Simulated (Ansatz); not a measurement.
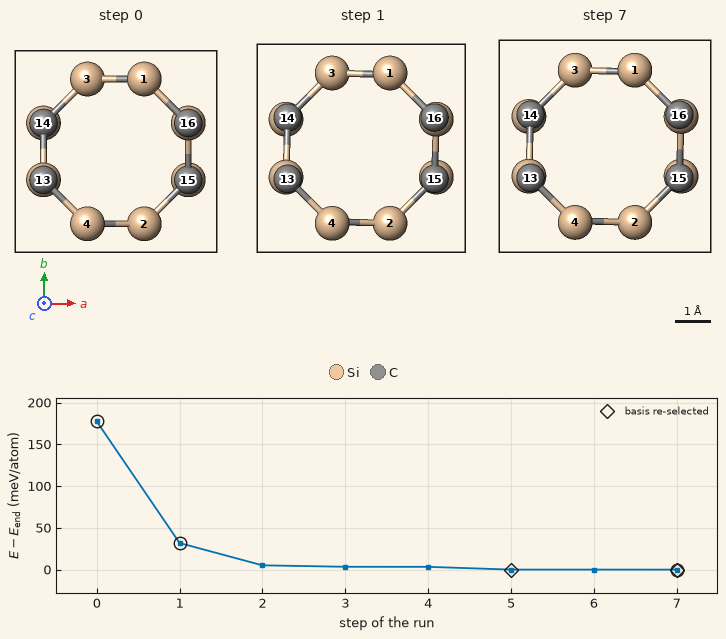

Frames of a relaxation of crystalline SiC (a generated structure, set up in P4_2/ncm) (coarse preliminary run), marked on the history of the run. The picture is a ball-and-stick view of the cell of the calculation, seen along the c axis.

All numbers below come from DFT PBE, scalar-relativistic, plane waves, PAW in Ansatz.

The input:
```yaml
crystal:
  lattice:
    - [5.89622376, 0.0, 0.0]
    - [0.0, 5.89622376, 0.0]
    - [0.0, 0.0, 5.14947588]
  atoms:
    - { symbol: Si, position: [0.64096925, 0.85903075, 0.93090691] }
    - { symbol: Si, position: [0.64096925, 0.14096925, 0.43090691] }
    - { symbol: Si, position: [0.35903075, 0.85903075, 0.43090691] }
    - { symbol: Si, position: [0.35903075, 0.14096925, 0.93090691] }
    - { symbol: Si, position: [0.14096925, 0.35903075, 0.56909309] }
    - { symbol: Si, position: [0.85903075, 0.64096925, 0.56909309] }
    - { symbol: Si, position: [0.14096925, 0.64096925, 0.06909309] }
    - { symbol: Si, position: [0.85903075, 0.35903075, 0.06909309] }
    - { symbol: C, position: [0.64096925, 0.85903075, 0.56909309] }
    - { symbol: C, position: [0.35903075, 0.14096925, 0.56909309] }
    - { symbol: C, position: [0.64096925, 0.14096925, 0.06909309] }
    - { symbol: C, position: [0.35903075, 0.85903075, 0.06909309] }
    - { symbol: C, position: [0.14096925, 0.35903075, 0.93090691] }
    - { symbol: C, position: [0.14096925, 0.64096925, 0.43090691] }
    - { symbol: C, position: [0.85903075, 0.35903075, 0.43090691] }
    - { symbol: C, position: [0.85903075, 0.64096925, 0.93090691] }
basis:
  ecutwfc: 420
kpoints:
  mp_grid: { grid: [4, 4, 4] }
hamiltonian:
  xc: pbe
scf:
  occupations: { method: gaussian, width: 0.1 }
  lower_state_search: "off"
output:
  forces: true
  stress: true
  eigenvalues: true
relax:
  adjacent_minimum: "off"
  f_tol: 0.04
  max_steps: 70
  cell: { stress_tol: 0.4 }
```

Launched with:
```bash
ansatz run input.yaml --threads 1 --pin off --max-ram 2560MiB --backend cpu --events-out ev --progress --plain --runs-dir out
```

Describe the path.

Over 5 accepted moves (7 points after the start) the energy falls by 177 meV per atom. Largest force component: 2 eV/Å at the start, 0.01 eV/Å at the end. The pressure goes from 28.50 to 0.05 GPa. At 2 points the geometry stayed and the basis and grid were re-selected for the new cell (energy shift of 3.3 meV per atom at most each time). The largest moves relative to the cell, 0.12 Å, are those of 8 atoms (C9, C10, C11, C12 and others). C13 goes along [1 −1 3]. Largest moves by element: C 0.12 Å, Si 0.04 Å. Cell: a = b 5.896 → 6.195 Å (+5.1 %), c 5.149 → 5.177 Å (+0.5 %). Volume +11.0 %. Some distances before and after: Si1–Si4 2.351 → 2.469 Å, Si1–C11 1.808 → 1.908 Å, Si1–C9 1.863 → 1.937 Å, Si1–C16 1.818 → 1.851 Å. Among the angles between lasting bonds that change: C14–Si5–C15 81.1° → 86.0°, Si5–C15–Si8 113.2° → 108.5°, Si6–Si5–C10 180.0° → 175.6°. The space group stays P4_2/ncm (No. 138). From step 0 to 1: C atoms move most (0.10 Å), volume +5.0 %, energy −146 meV per atom. From step 1 to 7: Si atoms move most (0.02 Å), volume +5.7 %, energy −31.8 meV per atom.

| step | E − E(0), meV/atom | largest force component, eV/Å | pressure, GPa | volume, Å³/atom | note |
| --- | --- | --- | --- | --- | --- |
| 0 | 0.00 | 1.9578 | 28.50 | 11.189 |  |
| 1 | -145.58 | 0.7296 | 11.51 | 11.753 |  |
| 2 | -172.27 | 0.2867 | 1.84 | 12.275 |  |
| 3 | -174.02 | 0.0541 | 0.08 | 12.383 |  |
| 4 | -174.09 | 0.0175 | -0.07 | 12.402 |  |
| 5 | -177.39 | 0.0177 | 0.29 | 12.402 | same geometry, new basis |
| 6 | -177.39 | 0.0103 | 0.04 | 12.419 |  |
| 7 | -177.42 | 0.0103 | 0.05 | 12.419 | same geometry, new basis |
